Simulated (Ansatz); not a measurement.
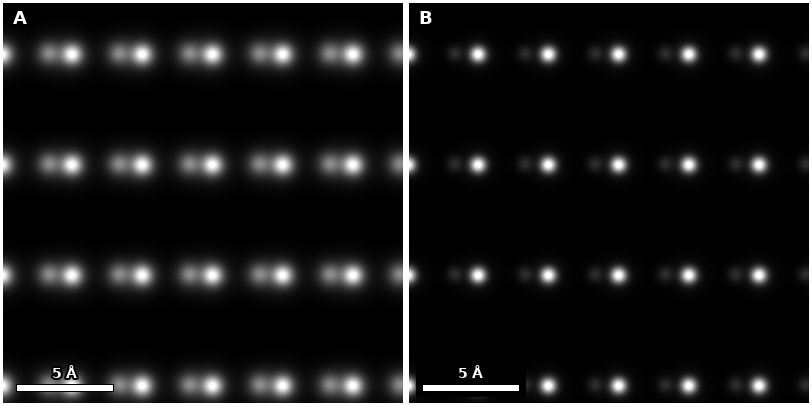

Two simulated images of the same area of CdS (P3m1, No. 156) along [100], with a probe of 0.66 Å. One is incoherent Z contrast (Z^1.7 per atom), the other the projected potential of neutral atoms blurred by the probe (iDPC-like, thin sample). Brightness is counted from the darkest point of the image. Atomic positions: a calculation's starting geometry.

**Which panel is which, and how can one tell?**

B is the Z-contrast image and A the potential image. The columns of 1 S per repeat reach about 17 % of the brightest peak (1 Cd) in B but about 53 % in A, mainly since the potential grows much more slowly with atomic number.
